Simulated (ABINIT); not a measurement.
**Band-structure run of TiAl (part 1 of 4)**

- system: TiAl (P-6m2, 2 atoms in the cell)
- method: Kohn-Sham DFT of a periodic cell, AM05, JTH PAW PBE v2.0, no spin polarisation (ABINIT 10.8.3)

The structure derives from a Materials Project entry.

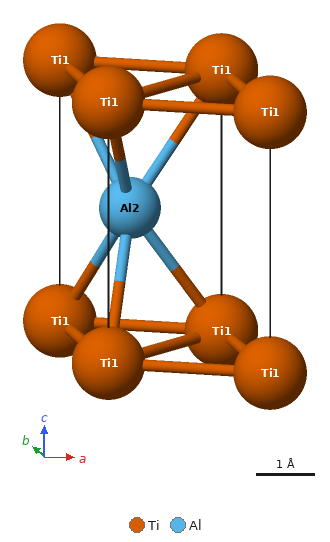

*The structure as given in the input (ball-and-stick view of the cell of the calculation, seen slightly off an axis; atoms are numbered from 1 in the order of the input). An atom can appear more than once, as a periodic image.*

## Input file
```
ndtset 2

pp_dirpath "./"
pseudos "Ti.GGA_PBE-JTH.xml, Al.GGA_PBE-JTH.xml"

acell 3*1.0
rprim
     5.4183403473     0.0000000000     0.0000000000
    -2.7091701735     4.6924203870     0.0000000000
     0.0000000000     0.0000000000     8.8402956583
ntypat 2
znucl 22 13
natom 2
typat 1 2
xcart
     0.0000000000     0.0000000000     0.0000000000
    -0.0000000001     1.6554146219     2.3390415000 Angstrom

ecut 18.0
pawecutdg 36.0
pawxcdev 0

ixc -120135

occopt 3
tsmear 0.00183747

nstep 100

iomode 3
prtwf 0
prteig 0
prtebands 0
prtden1 1

kptopt1 1
ngkpt1 11 11 6
nshiftk1 1
shiftk1 0.0 0.0 0.0
nband1 12
tolvrs1 1.0e-9

iscf2 -2
getden2 1
nband2 18
nbdbuf2 4
tolwfr2 1.0e-11
kptopt2 -7
ndivsm2 5
prteig2 1
kptbounds2
     0.0000000000     0.0000000000     0.0000000000
     0.5000000000     0.0000000000     0.0000000000
     0.3333333333     0.3333333333     0.0000000000
     0.0000000000     0.0000000000     0.0000000000
     0.0000000000     0.0000000000     0.5000000000
     0.5000000000     0.0000000000     0.5000000000
     0.3333333333     0.3333333333     0.5000000000
     0.0000000000     0.0000000000     0.5000000000
```

Run on 1 thread of Arm Neoverse V1, 24 GiB of memory available, shared host.

Launched with:
```bash
abinit run.abi > log 2>&1
```

## Output
```
.Version 10.8.3 of ABINIT
 DATASET    1 : space group P-6 m 2 (#187); Bravais hP (primitive hexag.)
================================================================================
 Values of the parameters that define the memory need for DATASET  1.
     intxc =       0    ionmov =       0      iscf =      17    lmnmax =      18
     lnmax =       6     mgfft =      36  mpssoang =       3    mqgrid =    3001
     natom =       2  nloc_mem =       2    nspden =       1   nspinor =       1
    nsppol =       1      nsym =      12    n1xccc =       1    ntypat =       2
    occopt =       3   xclevel =       2
       mpw =         834          nfft =       20736          nkpt =          64
 PAW method is used; the additional fine FFT grid is defined by:
   mgfftf=        48    nfftf =     43200
================================================================================
================================================================================

 DATASET    2 : space group P-6 m 2 (#187); Bravais hP (primitive hexag.)
================================================================================
 Values of the parameters that define the memory need for DATASET  2.
     intxc =       0    ionmov =       0      iscf =      -2    lmnmax =      18
     lnmax =       6     mgfft =      36  mpssoang =       3    mqgrid =    3001
     natom =       2  nloc_mem =       2    nspden =       1   nspinor =       1
    nsppol =       1      nsym =      12    n1xccc =       1    ntypat =       2
    occopt =       3   xclevel =       2
       mpw =         834          nfft =       20736          nkpt =          56
 PAW method is used; the additional fine FFT grid is defined by:
   mgfftf=        48    nfftf =     43200
================================================================================
================================================================================

--------------------------------------------------------------------------------
------------- Echo of variables that govern the present computation ------------
--------------------------------------------------------------------------------
 -outvars: echo values of preprocessed input variables --------
            acell      1.0000000000E+00  1.0000000000E+00  1.0000000000E+00 Bohr
              amu      4.78800000E+01  2.69815390E+01
             ecut      1.80000000E+01 Hartree
           getden1          0
           getden2          1
             iscf1         17
             iscf2         -2
                       outvar_i_n : Printing only first  50 k-points.
              ixc     -120135
           jdtset        1    2
                       outvar_i_n : Printing only first  50 k-points.
           kptopt1          1
           kptopt2         -7
         kptrlatt       11    0    0      0   11    0      0    0    6
          kptrlen1     5.30417739E+01
          kptrlen2     3.00000000E+01
            natom           2
            nband1         12
            nband2         18
           nbdbuf1          0
           nbdbuf2          4
           ndtset           2
           ndivsm1          0
           ndivsm2          5
            ngfft          24      24      36
          ngfftdg          30      30      48
             nkpt1         64
             nkpt2         56
            nstep         100
             nsym          12
           ntypat           2
                       prtocc : prtvol=0, do not print more k-points.
           occopt           3
        pawecutdg      3.60000000E+01 Hartree
         pawxcdev           0
        prtebands           0
           prteig1          0
           prteig2          1
            prtwf           0
            rprim      5.4183403473E+00  0.0000000000E+00  0.0000000000E+00
                      -2.7091701735E+00  4.6924203870E+00  0.0000000000E+00
                       0.0000000000E+00  0.0000000000E+00  8.8402956583E+00
           shiftk1     0.00000000E+00  0.00000000E+00  0.00000000E+00
           shiftk2     5.00000000E-01  5.00000000E-01  5.00000000E-01
          spgroup         187
           tolvrs1     1.00000000E-09
           tolvrs2     0.00000000E+00
           tolwfr1     0.00000000E+00
           tolwfr2     1.00000000E-11
           tsmear      1.83747000E-03 Hartree
            typat      1  2
           useylm           1
                       outvars : Printing only first  50 k-points.
           xangst      0.0000000000E+00  0.0000000000E+00  0.0000000000E+00
                       5.2917711545E-11  1.6554146207E+00  2.3390414984E+00
            xcart      0.0000000000E+00  0.0000000000E+00  0.0000000000E+00
                       9.9999982029E-11  3.1282802580E+00  4.4201478292E+00
             xred      0.0000000000E+00  0.0000000000E+00  0.0000000000E+00
                       3.3333333333E-01  6.6666666667E-01  5.0000000000E-01
            znucl       22.00000   13.00000

================================================================================

 chkinp: Checking input parameters for consistency, jdtset=   1.

 chkinp: Checking input parameters for consistency, jdtset=   2.

================================================================================
== DATASET  1 ==================================================================

--- !DatasetInfo
iteration_state: {dtset: 1, }
dimensions: {natom: 2, nkpt: 64, mband: 12, nsppol: 1, nspinor: 1, nspden: 1, mpw: 834, }
cutoff_energies: {ecut:  18.0, pawecutdg:  36.0, }
electrons: {nelect:   1.50000000E+01, charge:   0.00000000E+00, occopt:   3.00000000E+00, tsmear:   1.83747000E-03, }
meta: {optdriver: 0, ionmov: 0, optcell: 0, iscf: 17, paral_kgb: 0, }
...

 Real(R)+Recip(G) space primitive vectors, cartesian coordinates (Bohr,Bohr^-1):
 R(1)=  5.4183403  0.0000000  0.0000000  G(1)=  0.1845584  0.1065548  0.0000000
 R(2)= -2.7091702  4.6924204  0.0000000  G(2)=  0.0000000  0.2131096  0.0000000
 R(3)=  0.0000000  0.0000000  8.8402957  G(3)=  0.0000000  0.0000000  0.1131184
 Unit cell volume ucvol=  2.2476567E+02 bohr^3
 Angles (23,13,12)=  9.00000000E+01  9.00000000E+01  1.20000000E+02 degrees

 Coarse grid specifications (used for wave-functions):

 getcut: wavevector=  0.0000  0.0000  0.0000  ngfft=  24  24  36
         ecut(hartree)=     18.000   => boxcut(ratio)=   2.13223

 Fine grid specifications (used for densities):

 getcut: wavevector=  0.0000  0.0000  0.0000  ngfft=  30  30  48
         ecut(hartree)=     36.000   => boxcut(ratio)=   2.01029

--- Pseudopotential description ------------------------------------------------
- pspini: atom type   1  psp file is ./Ti.GGA_PBE-JTH.xml
 Pseudopotential format is: paw10
 basis_size (lnmax)=  6 (lmn_size= 18), orbitals=   0   0   1   1   2   2
 Spheres core radius: rc_sph= 2.30802695
 Shapefunction is BESSEL type: shapef(r,l)=aa(1,l)*jl(q(1,l)*r)+aa(2,l)*jl(q(2,l)*r)
 Radius for shape functions =  2.01037111
 Compensation charge density is not taken into account in XC energy/potential

- pspini: atom type   2  psp file is ./Al.GGA_PBE-JTH.xml
 Pseudopotential format is: paw10
 basis_size (lnmax)=  4 (lmn_size=  8), orbitals=   0   0   1   1
 Spheres core radius: rc_sph= 1.90363307
 Shapefunction is SIN type: shapef(r)=[sin(pi*r/rshp)/(pi*r/rshp)]**2
 Radius for shape functions =  1.60786206
 Compensation charge density is not taken into account in XC energy/potential

   3.27651119E+02                                ecore*ucvol(ha*bohr**3)
--------------------------------------------------------------------------------

================================================================================

--- !BeginCycle
iteration_state: {dtset: 1, }
solver: {iscf: 17, nstep: 100, nline: 4, wfoptalg: 10, }
tolerances: {tolvrs: 1.00E-09, }
...

     iter   Etot(hartree)      deltaE(h)  residm     nres2
 ETOT  1  -59.564166651852    -5.956E+01 4.594E+00 6.808E+00
 ETOT  2  -60.675796542694    -1.112E+00 7.082E-02 8.568E-01
 ETOT  3  -60.667680462293     8.116E-03 3.076E-02 2.156E-01
 ETOT  4  -60.667234589671     4.459E-04 2.398E-02 8.712E-02
 ETOT  5  -60.666975954174     2.586E-04 2.173E-03 1.653E-03
 ETOT  6  -60.666980075434    -4.121E-06 6.260E-03 6.583E-04
 ETOT  7  -60.666977513855     2.562E-06 1.697E-03 3.066E-06
 ETOT  8  -60.666977536393    -2.254E-08 1.336E-03 7.929E-07
 ETOT  9  -60.666977534222     2.171E-09 6.434E-04 3.817E-08
 ETOT 10  -60.666977534156     6.643E-11 4.592E-04 1.009E-09
 ETOT 11  -60.666977534154     1.485E-12 1.579E-04 6.333E-11

 At SCF step   11       nres2   =  6.33E-11 < tolvrs=  1.00E-09 =>converged.

 Cartesian components of stress tensor (hartree/bohr^3)
  sigma(1 1)=  7.49745656E-05  sigma(3 2)=  0.00000000E+00
  sigma(2 2)=  7.49745659E-05  sigma(3 1)=  0.00000000E+00
  sigma(3 3)=  1.26449652E-04  sigma(2 1)= -2.09718779E-13

--- !ResultsGS
iteration_state: {dtset: 1, }
comment   : Summary of ground state results
lattice_vectors:
- [  5.4183403,   0.0000000,   0.0000000, ]
- [ -2.7091702,   4.6924204,   0.0000000, ]
- [  0.0000000,   0.0000000,   8.8402957, ]
lattice_lengths: [   5.41834,    5.41834,    8.84030, ]
lattice_angles: [ 90.000,  90.000, 120.000, ] # degrees, (23, 13, 12)
lattice_volume:   2.2476567E+02
convergence: {deltae:  1.485E-12, res2:  6.333E-11, residm:  1.579E-04, diffor: null, }
etotal    :  -6.06669775E+01
entropy   :   0.00000000E+00
fermie    :   2.87906220E-01
cartesian_stress_tensor: # hartree/bohr^3
- [  7.49745656E-05,  -2.09718779E-13,   0.00000000E+00, ]
- [ -2.09718779E-13,   7.49745659E-05,   0.00000000E+00, ]
- [  0.00000000E+00,   0.00000000E+00,   1.26449652E-04, ]
pressure_GPa:  -2.7106E+00
xred      :
- [  0.0000E+00,   0.0000E+00,   0.0000E+00, Ti]
- [  3.3333E-01,   6.6667E-01,   5.0000E-01, Al]
cartesian_forces: # hartree/bohr
- [  0.00000000E+00,   0.00000000E+00,  -0.00000000E+00, ]
- [  0.00000000E+00,   0.00000000E+00,  -0.00000000E+00, ]
force_length_stats: {min:   0.00000000E+00, max:   0.00000000E+00, mean:   0.00000000E+00, }
...

 Integrated electronic density in atomic spheres:
 ------------------------------------------------
 Atom  Sphere_radius  Integrated_density
    1        2.30803         10.16574421
    2        1.90363          0.75355729

================================================================================

 ----iterations are completed or convergence reached----

 Mean square residual over all n,k,spin=   38.306E-08; max=  15.787E-05
 reduced coordinates (array xred) for    2 atoms
       0.000000000000      0.000000000000      0.000000000000
       0.333333333333      0.666666666667      0.500000000000
 rms dE/dt=  7.7730E-29; max dE/dt=  0.0000E+00; dE/dt below (all hartree)
    1      -0.000000000000      0.000000000000      0.000000000000
    2      -0.000000000000      0.000000000000      0.000000000000

 cartesian coordinates (angstrom) at end:
    1      0.00000000000000     0.00000000000000     0.00000000000000
    2      0.00000000005292     1.65541462072830     2.33904149842171

 cartesian forces (hartree/bohr) at end:
    1      0.00000000000000     0.00000000000000    -0.00000000000000
    2      0.00000000000000     0.00000000000000    -0.00000000000000
 frms,max,avg= 0.0000000E+00 0.0000000E+00   0.000E+00  0.000E+00  0.000E+00 h/b

 cartesian forces (eV/Angstrom) at end:
    1      0.00000000000000     0.00000000000000    -0.00000000000000
    2      0.00000000000000     0.00000000000000    -0.00000000000000
 frms,max,avg= 0.0000000E+00 0.0000000E+00   0.000E+00  0.000E+00  0.000E+00 e/A
 length scales=  1.000000000000  1.000000000000  1.000000000000 bohr
              =  0.529177210544  0.529177210544  0.529177210544 angstroms
 Fermi (or HOMO) energy (hartree) =   0.28791   Average Vxc (hartree)=  -0.38948
 Eigenvalues (hartree) for nkpt=  64  k points:
 kpt#   1, nband= 12, wtk=  0.00138, kpt=  0.0000  0.0000  0.0000 (reduced coord)
  -1.77544   -0.91173   -0.89614   -0.89614   -0.03874    0.20438    0.22135    0.33571
   0.33571    0.39024    0.39024    0.43277
      occupation numbers for kpt#   1
   2.00000    2.00000    2.00000    2.00000    2.00000    2.00000    2.00000    0.00000
   0.00000    0.00000    0.00000    0.00000
 prteigrs : prtvol=0 or 1, do not print more k-points.

--- !EnergyTerms
iteration_state     : {dtset: 1, }
comment             : Components of total free energy in Hartree
kinetic             :  8.55662092252696E+00
hartree             :  1.75157095715270E+01
xc                  : -4.26374785139045E+00
Ewald energy        : -3.82921871093495E+01
psp_core            :  1.45774537197449E+00
local_psp           : -4.61457303265647E+01
PAW spherical_terms :  5.05483282159413E-01
internal            : -6.06661061391167E+01
'-kT*entropy'       : -8.70517506629128E-04
total_energy        : -6.06669766566233E+01
total_energy_eV     : -1.65083253417929E+03
...

--- !EnergyTermsDC
iteration_state     : {dtset: 1, }
comment             : '"Double-counting" decomposition of free energy'
band_energy         : -7.61053618716352E+00
Ewald energy        : -3.82921871093495E+01
psp_core            :  1.45774537197449E+00
xc_dc               : -1.70733840360449E+01
PAW spherical_terms :  8.52254943935949E-01
internal            : -6.06661070166474E+01
'-kT*entropy'       : -8.70517506629128E-04
total_energy_dc     : -6.06669775341541E+01
total_energy_dc_eV  : -1.65083255805812E+03
...

--- !EnergyTermsWithPAWCore
iteration_state     : {dtset: 1, }
comment             : 'Components of total free energy, including PAW core contributions'
Total energy        : -1.09416625738435E+03
Total energy DC     : -1.09416625826188E+03
Total energy (eV)   : -2.97737806470049E+04
Total energy DC (eV): -2.97737806708838E+04
...

 Cartesian components of stress tensor (hartree/bohr^3)
  sigma(1 1)=  7.49745656E-05  sigma(3 2)=  0.00000000E+00
  sigma(2 2)=  7.49745659E-05  sigma(3 1)=  0.00000000E+00
  sigma(3 3)=  1.26449652E-04  sigma(2 1)= -2.09718779E-13

-Cartesian components of stress tensor (GPa)         [Pressure= -2.7106E+00 GPa]
- sigma(1 1)=  2.20582788E+00  sigma(3 2)=  0.00000000E+00
- sigma(2 2)=  2.20582789E+00  sigma(3 1)=  0.00000000E+00
- sigma(3 3)=  3.72027720E+00  sigma(2 1)= -6.17013950E-09

================================================================================
== DATASET  2 ==================================================================
```
